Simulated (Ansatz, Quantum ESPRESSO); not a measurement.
# C, zinc blende or diamond type, strained in the (001) plane: the peak of the slowest decay at Γ at a withheld member of a series

How the rows were computed: Quantum ESPRESSO 7.5, PBE, GBRV ultrasoft. The cubic cell is relaxed first; each member is held at its strain in the plane while the axis along [001] relaxes. pwcond (ikind = 0) gives the complex bands along [001] at three points across. Fixed occupations. The series steps biaxial strain in the plane.

```
biaxial strain in the plane  peak of the slowest decay at Γ (1/Å)
                       -4 %                                0.2850
                       -3 %                                0.2910
                       -2 %                                0.2980
                       -1 %                                0.3040
                        0 %                                0.3110
                        1 %                                0.3180
                        2 %                                0.3250
                        3 %                                0.3320
```

One more run was made and is withheld. What is the peak of the slowest decay at Γ at 4 %?

**Fit.** The rows at 2 % and 3 % give a slope of (0.3320 − (0.3250))/(3 − (2)) = 0.007, so a straight line gives 0.3390 1/Å. A parabola through these and the row at 1 % gives 0.3390 1/Å.

What the calculation gave: 0.3390 1/Å. The line misses by 0.0000 and the parabola by 0.0000 1/Å. Both misses are under 5 % of the step from the nearer row.

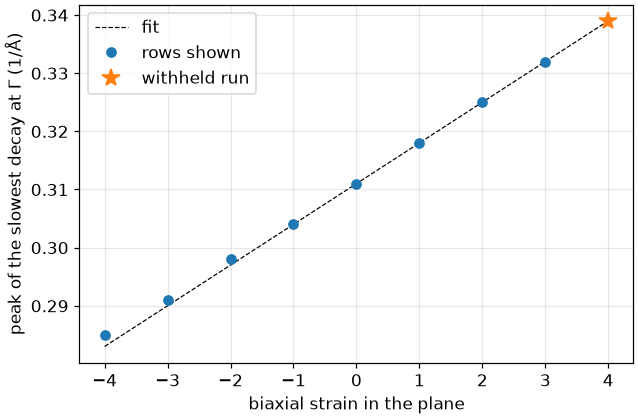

The rows shown, the fit and the withheld run.

**Limits.** Atoms keep their symmetric sites, so polar or tilted distortions are left out; semilocal gaps and decay constants are too small; no spin-orbit coupling; three points across.

[Logs are printed without paths, hosts, clocks, repeated set-up lines and the standing remarks that a program may print on its own settings, such as how far it seeks lower states.]
